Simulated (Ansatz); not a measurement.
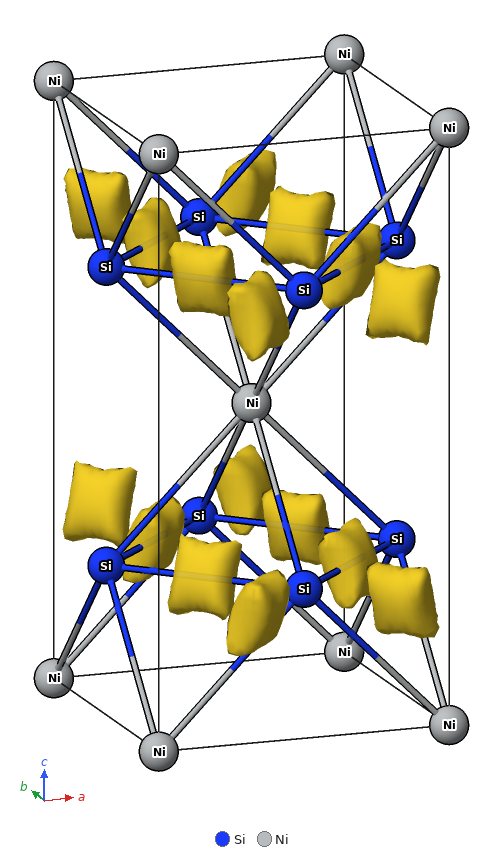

Figure 1: Si2Ni. Isosurface of the ELF at 0.75 (yellow), seen slightly off an axis. Core shells and regions of very low density are left out. Sticks mark near contacts.

Space group I4/mmm; computed pressure about 5 GPa in this cell; computed without spin polarisation.

Method: Ansatz, DFT PBEsol, scalar-relativistic, plane waves, PAW.

Where are the electrons localised?

The ELF exceeds this value in eight regions between bonded Si–Si atoms, counted in one cell of 6 atoms. Any copies at cell faces, edges or corners count once.

Values along the shortest contacts:
Si–Ni (2.40 Å): the ELF peaks at about 0.75 in the valence shell of Si, 0.9 Å from its nucleus, and is about 0.50 at the midpoint. Si–Si (2.40 Å): the ELF peaks at about 0.80 between the atoms.

Does the calculation give a band gap?

It is metallic or semimetallic at this level of theory: no gap opens.
